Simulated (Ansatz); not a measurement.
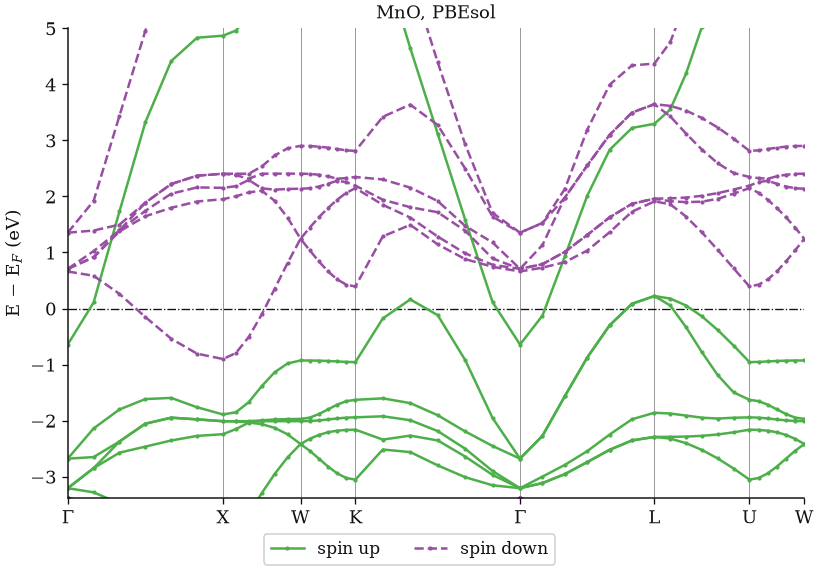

Band structure. Energies are counted from the Fermi level. The path runs straight from each named point to the next. The path has few k points, so lines between them are rough.

Which Bravais lattice do the labels of the path belong to?

Answer. A face-centred cubic lattice: the path Γ–X–W–K–Γ–L–U–W runs through the special points of its Brillouin zone.

This input was run:

```yaml
crystal:
  lattice:
    - [0.0, 2.2239077028, 2.2239077028]
    - [2.2239077028, 0.0, 2.2239077028]
    - [2.2239077028, 2.2239077028, 0.0]
  atoms:
    - { symbol: Mn, position: [0.0, 0.0, 0.0], spin: 4.0 }
    - { symbol: O, position: [0.5, 0.5, 0.5] }
kpoints:
  mp_grid: { grid: [10, 10, 10] }
  band_path:
    path:
      - [0.0, 0.0, 0.0]
      - [0.5, 0.0, 0.5]
      - [0.5, 0.25, 0.75]
      - [0.375, 0.375, 0.75]
      - [0.0, 0.0, 0.0]
      - [0.5, 0.5, 0.5]
      - [0.625, 0.25, 0.625]
      - [0.5, 0.25, 0.75]
    npoints: 6
scf:
  occupations: { method: fermi_dirac, width: 0.05 }
hamiltonian:
  xc: pbesol
  pseudopotentials:
    kind: all_electron
    lapw: { basis_error: 0.001 }
    dirac_shells: { Mn: ["2p"] }
magnetization:
  spin_polarized: true
output:
  forces: true
  stress: true
  eigenvalues: true
```

System: rocksalt MnO, space group Fm-3m (No. 225), 2 atoms in the primitive cell.

Method: PBEsol, all-electron LAPW, inner shells corrected to Dirac's equation, collinear spin, ferromagnetic start, no spin-orbit coupling, 10×10×10 k mesh, Fermi-Dirac smearing of 0.05 eV (Ansatz 0.2.0).

Does this material conduct, going by its bands?

Answer. A metal: bands cross the Fermi level along this path.

The run ends ferromagnetic, with 4.77 μB a cell. A cell with one magnetic atom can't hold antiferromagnetic order, which such compounds often take. Semilocal functionals often make such compounds metallic where correlation or magnetic order opens a gap, which also shifts bond lengths. The cell is at −7 GPa in this functional. The cell is a database's computed one. Bands are joined in order of energy, so crossings between the computed points show as kinks or gaps.
